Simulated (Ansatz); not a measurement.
Co (Im-3m, No. 229): the input geometry of a calculation; the starting structure was generated, so it need not be a known form of this composition.

```
Co
1.0
     2.80935    0.00000    0.00000
     0.00000    2.80935    0.00000
     0.00000    0.00000    2.80935
Co
2
Direct
  0.00000 0.00000 0.00000
  0.50000 0.50000 0.50000
```

> What will a HAADF-like image along [111] show? Simulation: incoherent imaging, intensity Z^1.6 per atom, probe width 1.30 Å, thin sample. The display is stretched by a gamma of 0.8; percentages refer to the linear signal. Shot noise was added.

The columns repeat on a hexagonal net with a repeat of 2.29 Å (plane group p6mm). All columns are alike (Co). The shortest distance between visible columns is 2.29 Å in projection. Along the beam the structure repeats every 2.43 Å.

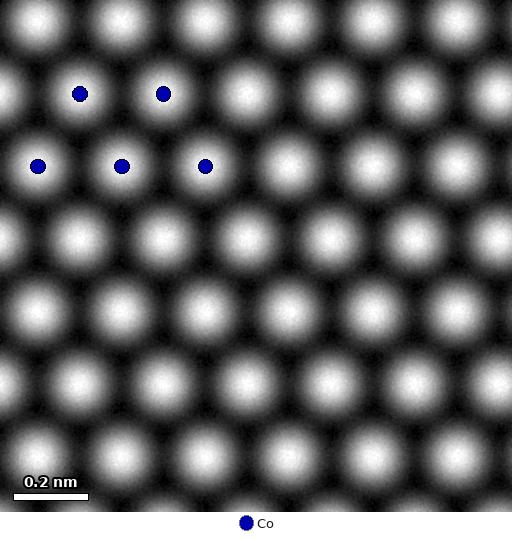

The simulated image, with the columns of the model marked in one corner.
